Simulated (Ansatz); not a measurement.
## Single-point calculation of Cu

The run: single-point calculation of Cu (Cmcm, 2 atoms in the cell). Method and program: DFT r2SCAN, scalar-relativistic, plane waves, PAW, no spin polarisation (Ansatz 0.2.0).

The structure derives from a Materials Project entry.

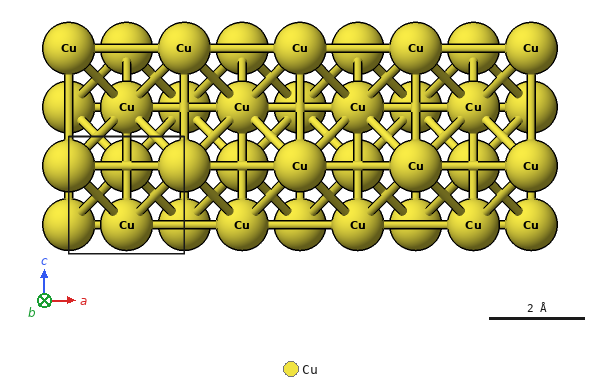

**Figure 1.** The structure as given in the input (ball-and-stick view of the cell 2 times as large as that of the calculation, set on its symmetry axes, repeated 4 × 1 × 2, along the b axis). An atom can appear more than once, as a periodic image.

The input
```yaml
crystal:
  lattice:
    - [1.2192992027, -3.9775942623, 0.0]
    - [1.2192992027, 3.9775942623, 0.0]
    - [0.0, 0.0, 2.4770877137]
  atoms:
    - { symbol: Cu, position: [0.1338381918, 0.8661618082, 0.25] }
    - { symbol: Cu, position: [0.8661618082, 0.1338381918, 0.75] }
basis:
  ecutwfc: 500
kpoints:
  mp_grid: { grid: [26, 26, 24] }
hamiltonian:
  xc: r2scan
scf:
  occupations: { method: gaussian, width: 0.15 }
output:
  forces: true
  stress: true
  eigenvalues: true
  write_density: true
  write_potential: true
  elf: true
  volumetric_format: npy
```

Run as:
```bash
ansatz run input.yaml --threads 2 --pin off --max-ram 5120MiB --backend cpu --events-out ev --progress --plain --runs-dir out
```

The program's output
```
Engine: ansatz 0.2.0, x86_64-unknown-linux-gnu
Pseudopotentials: kind: paw
Pseudopotential: Cu, paw, valence charge 19, recommended cutoff 500 eV (meta_gga), Cu.paw.azcp
Functional definition: r2SCAN
  parameter k0 = 0.174
  parameter k1 = 0.065
  parameter a1 = 4.9479
  exchange = r2scan_x(k0 = k0, k1 = k1, a1 = a1)
  correlation = r2scan_c
Crystal: 2 atoms, lattice volume = 24.027 Å³
Basis set: ecut = 500 eV, 607 PW (Γ), exchange–correlation on 128×128×80 points (64 copies of the dense FFT grid, shifted against one another)
Bands: 23, of which v1, the nominal top of the filled ones, is band 19 counted from 1 (18 counted from 0)
Symmetry: 8 space group operations
Space group: Cmcm (ITA 63), of the structure as read, at distance tolerance 2.9e-5 Å
k-points: 2379 of 16224
Non-local potential: Cu, projectors of the file, l = 0: 3, l = 1: 2, l = 2: 3, l = 3: 1
PAW form: soft (Blöchl's): semilocal exchange-correlation on the pseudo side does not see the compensation charge
PAW frozen core: Cu, regenerated for the run's functional (the file was generated under x = pbe(κ = 0.804, μ = 0.2195149727645171), c = pbe(β = 0.06672455060314922))
PAW one-centre angular grid: Cu, 590 points (default); XC on 160 Gauss nodes
Initial density: superposition of atomic densities (neutral atoms: chi_scale 0, normalization atom), corrected by the library's trained network
Initial wavefunctions: pseudopotential atomic-orbital guess
Functional: x = r2scan, c = r2scan; τ floored in thin density (d = 2e-4 eV/Å³)
SCF iter   1: F=—  HF=-13262.204604 eV  |F-HF|=—  |Δ(HF+E_count)|=         —  Δρ=4.01e-2  dr2=2.14e-1  dr2_τ=1.77e-3  ethr=1.77e-3  ⟨swp⟩=4.9  Hψ=199038  notcnv=0
preconditioner: auto → none  [metal: Δε(μ)=0.006 eV  Ē_g=11.172 eV  σ=0.150 eV  W_gap=0.02  n_scr=8 (ndim 8)  ℏωp=35.5 eV  f_vac=0.000  D(μ)=0.54/eV (n_scr^D=2)  sad-step TF]
SCF iter   2: F=—  HF=-13262.183301 eV  |F-HF|=—  |Δ(HF+E_count)|=   2.13e-2  Δρ=1.14e-2  dr2=1.10e-2  dr2_τ=2.44e-3  ethr=5.64e-4  ⟨swp⟩=2.0  Hψ=107288  notcnv=0  defer=362
SCF iter   3: F=—  HF=-13262.169856 eV  |F-HF|=—  |Δ(HF+E_count)|=   1.34e-2  Δρ=6.27e-3  dr2=6.55e-3  dr2_τ=5.21e-5  ethr=2.90e-5  ⟨swp⟩=2.0  Hψ=108555  notcnv=0  defer=362
SCF iter   4: F=—  HF=-13262.168062 eV  |F-HF|=—  |Δ(HF+E_count)|=   1.79e-3  Δρ=8.82e-4  dr2=1.82e-4  dr2_τ=9.22e-6  ethr=1.72e-5  ⟨swp⟩=1.8  Hψ=72633  notcnv=0  defer=362
SCF iter   5: F=—  HF=-13262.168089 eV  |F-HF|=—  |Δ(HF+E_count)|=   2.66e-5  Δρ=9.04e-4  dr2=8.54e-5  dr2_τ=6.57e-7  ethr=4.79e-7  ⟨swp⟩=2.0  Hψ=80529  notcnv=0  defer=362
SCF iter   6: F=—  HF=-13262.168141 eV  |F-HF|=—  |Δ(HF+E_count)|=   5.25e-5  Δρ=1.15e-4  dr2=1.29e-6  dr2_τ=4.19e-8  ethr=2.25e-7  ⟨swp⟩=2.0  Hψ=79577  notcnv=0  defer=362
SCF iter   7: F=-13262.168143 eV  HF=-13262.168143 eV  |F-HF|=1.13e-7  |Δ(HF+E_count)|=   2.19e-6  Δρ=2.00e-5  dr2=5.24e-8  dr2_τ=1.83e-9  ethr=2.63e-10  ⟨swp⟩=6.6  Hψ=381180  notcnv=0
the search or the solves at the SCF's close seem to have found levels that the self-consistency loop had missed (the run counts 1). By its estimate they hold under 1e-12 electrons; where the run keeps them, the occupations were computed again with them
SCF 1 converged in 7 iterations: F = -13262.168143 eV  dr2 = 5.24e-8
  greatest PAW one-centre occupation: 1.000 electrons in one spin orbital (limit 2), on the Cu atom at site 1 (counted from 0), in its partial waves of l = 0
```

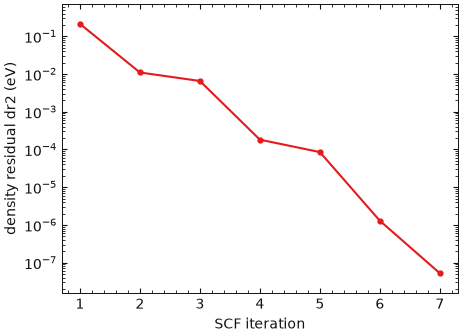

**Figure 2.** Convergence of the self-consistent field: density residual dr2 against the SCF iteration. The residual falls at every step.

```
SCF converged after 7 iterations
Free energy (F): -13262.168143 eV
Harris-Foulkes:  -13262.168143 eV  (|F-HF|=1.13e-7)
Internal energy: -13262.161635 eV  (E = F + TS)
E sigma→0 (E₀):  -13262.164889 eV
Entropy (-TS):   -0.006508 eV (-3.254 meV/atom)
Fermi energy:    16.195303 eV
--- Per-component energies (eV) ---
  E_band       = -786.090622
  E_kinetic    = 600.098139
  E_local      = -8292.014724  (includes V_loc(G=0)·N_el)
  E_nonlocal   = 792.325469
  E_hartree    = 3664.773192
  E_xc         = -167.291649
  E_vxc        = -248.898322  (∫ρ·V_xc dr)
  E_paw        = -3357.774919  (= ΣΔE_a)
  E_vpaw       = -985.089406  (= ΣTr[D̂ρ^β])
  E_aug_tail   = 0.000305  (compensation charges beyond the density's cutoff)
  E_vtau       = 17.944744  (kinetic-family band-sum trace: ∫τ·v_τ [+ j·A + Jᵃ·Aᵃ] dr)
  E_ewald      = -6501.675232
  E_core_change = -0.602216  (= ΣΔE_core)
  E_smearing   = -0.006508  (= −TS)
  E_closure    = 0.000000  (closes the sum)
  Σ components = -13262.168143   (vs F -13262.168143, Δ=0.00e0)
--- Forces (eV/Å), atoms counted from 1 ---
  atom   1  Cu     0.00000000    -0.00041226     0.00000000
  atom   2  Cu     0.00000000     0.00041226     0.00000000
  max |Σ_I F_I| component: 0.00e0 eV/Å
--- Stress (GPa, compression-positive) ---
       -0.018562       0.000000       0.000000
        0.000000      -0.072383       0.000000
        0.000000       0.000000       0.114230
  P = ⅓ Tr σ = 0.0078 GPa (0.078 kbar)
--- Band table (eV; the first three rows and the last of 2379) ---
  k-point 0: bands = ["-100.2343", "-100.2161", "-56.1216", "-56.0336", "-55.9959", "-55.9957", "-55.9892", "-55.9755", "6.6246", "11.0883", "11.8870", "12.3795", "13.1033", "13.3635", "13.7872", "14.1007", "14.2824", "14.4232", "14.7180", "16.1471", "21.2561", "31.6071", "35.3331"]
  k-point 1: bands = ["-100.2341", "-100.2161", "-56.1209", "-56.0349", "-55.9975", "-55.9961", "-55.9890", "-55.9754", "6.6717", "11.1157", "11.8928", "12.3853", "13.0922", "13.3735", "13.7831", "14.0786", "14.2949", "14.4186", "14.5824", "16.3335", "21.2716", "30.9709", "35.3904"]
  k-point 2: bands = ["-100.2335", "-100.2159", "-56.1189", "-56.0386", "-56.0021", "-55.9973", "-55.9885", "-55.9753", "6.8122", "11.1960", "11.9095", "12.4007", "13.0602", "13.4021", "13.7703", "14.0240", "14.2999", "14.3213", "14.4063", "16.7712", "21.3192", "29.6011", "35.5614"]
  k-point 2378: bands = ["-100.2179", "-100.2179", "-56.1257", "-56.1257", "-56.0233", "-56.0233", "-55.9759", "-55.9759", "11.0145", "11.0145", "12.5009", "12.5009", "13.6389", "13.6389", "14.1353", "14.1353", "14.5974", "14.5974", "15.2007", "15.2007", "20.1064", "20.1064", "34.8572"]
```

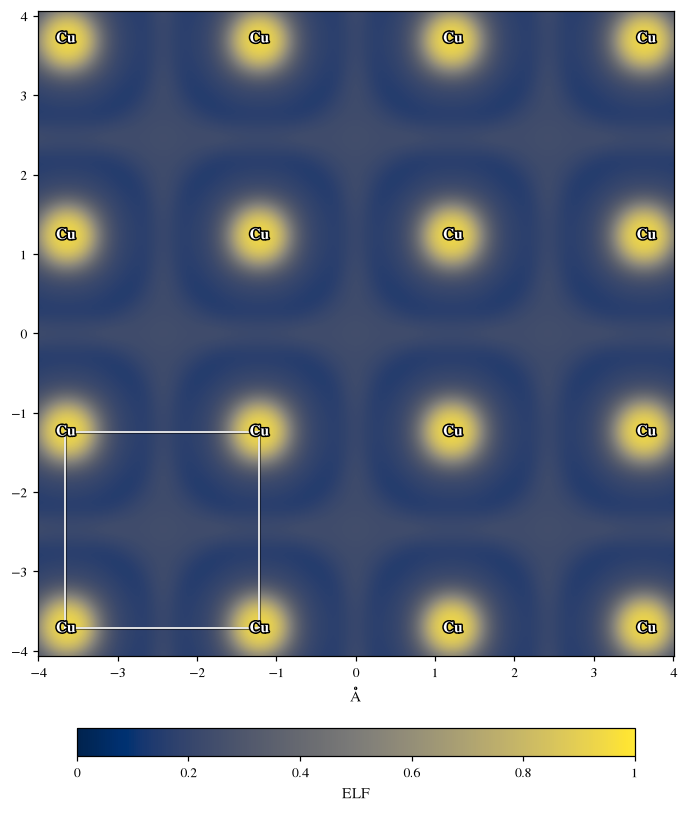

**Figure 3.** Electron localisation function on the (010) plane of the conventional cell. Atoms in the plane: Cu. Cu–Cu (2.44 Å): the ELF is about 0.20 at the midpoint (no shared electron pair). The strong features right at Cu lie inside the PAW spheres (semicore, d or f shells) and say nothing about bonding. The fields are those of the smooth PAW valence density.

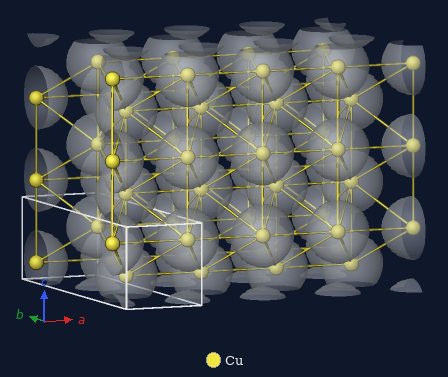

**Figure 4.** Isosurface of the valence pseudo-density at 0.5 e/Å³ (grey), seen slightly off an axis. Sticks mark near contacts. The outline is the cell set on symmetry axes. At this value the density breaks into separate islands; it holds about 90 % of the electrons treated as valence (semicore included). It is pinched off along the Cu–Cu (2.44 Å) and Cu–Cu (2.54 Å) contacts. On the grid the lowest density along these lines, outside the cores, is 0.31 e/Å³ (Cu–Cu, 2.44 Å) and 0.28 e/Å³ (Cu–Cu, 2.54 Å).

Results in brief

| quantity | value |
| --- | --- |
| outcome | converged |
| space group (tolerance 0.01 Å) | Cmcm (63) |
| electrons treated | 38 |
| free energy | −13262.1681 eV |
| Fermi energy | 16.195 eV |
| gap on the k-point mesh | none (metallic) |
| pressure | 0.01 GPa |
| largest force (length of the vector) | under 0.001 eV/Å |
| hardware | 2 threads of Intel Xeon (Sapphire Rapids), 16 GiB of memory available, shared host |
| wall time | 92 s (CPU time 2.9 min) |
| peak memory | 1.5 GiB |
